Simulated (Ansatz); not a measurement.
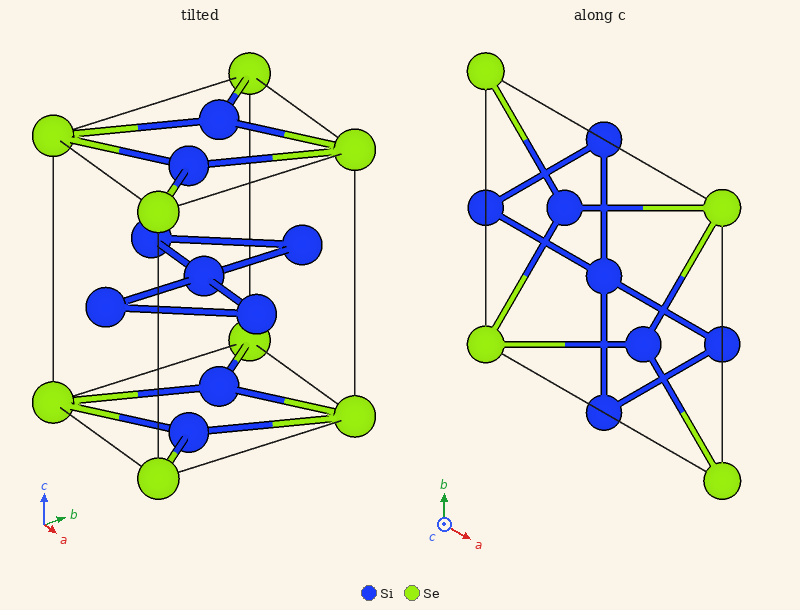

The figure gives a ball-and-stick picture of the atoms, viewed slightly off an axis and along the c axis. One conventional unit cell is framed, with atoms on its boundary repeated. Cell: a = 5.05 Å, b = 5.05 Å, c = 4.56 Å, α = 90.00°, β = 90.00°, γ = 120.00°.

The structure was taken from a structure type filled with these elements by a generator (whether the compound takes this form wasn't checked). Earlier steps of the study, as a rule a relaxation of our own, may have changed the cell and positions, so they can lie some per cent off the listed ones. It was run through Ansatz as a DFT input.

Characterise what is shown.

Answer. The formula is Si$_{5}$Se. The atoms follow space group P6/mmm (No. 191); the Bravais lattice is primitive hexagonal. Among the common structure types it is CaCu₅ type. It has 6 atoms to the cell (5 Si, 1 Se). Counting contacts within bonding distance, the coordination numbers are Si 3 to 4 (mean 3.6) and Se 6.

Theory: Ansatz 0.2.0, DFT PBE, scalar-relativistic, plane waves, PAW. Numerical settings: a 420 eV plane-wave basis, the zone sampled with 12×12×10 points, Gaussian smearing of 0.1 eV, no spin polarisation.

Is it conducting or gapped at this level?

Answer. A metal: bands cross the Fermi level.

Give the Bader charge of each element.

Answer. Si +0.05 to +0.15 e; Se -0.47 e.

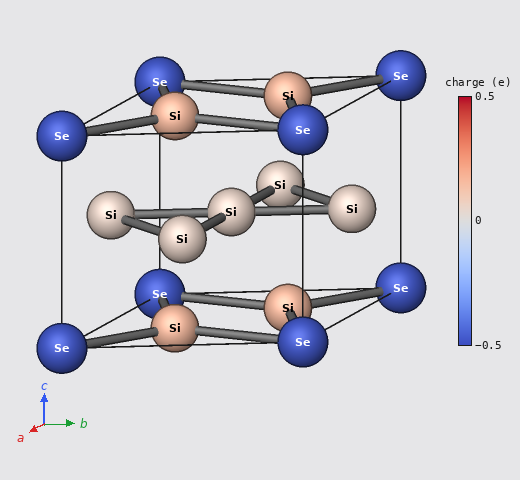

The atoms coloured by those charges. The run's cell of 6 atoms is drawn.

Does this geometry sit at a stationary point of the energy?

Answer. Yes. All forces vanish to within 0.01 eV/Å. The pressure is 0.0 GPa, close to zero.
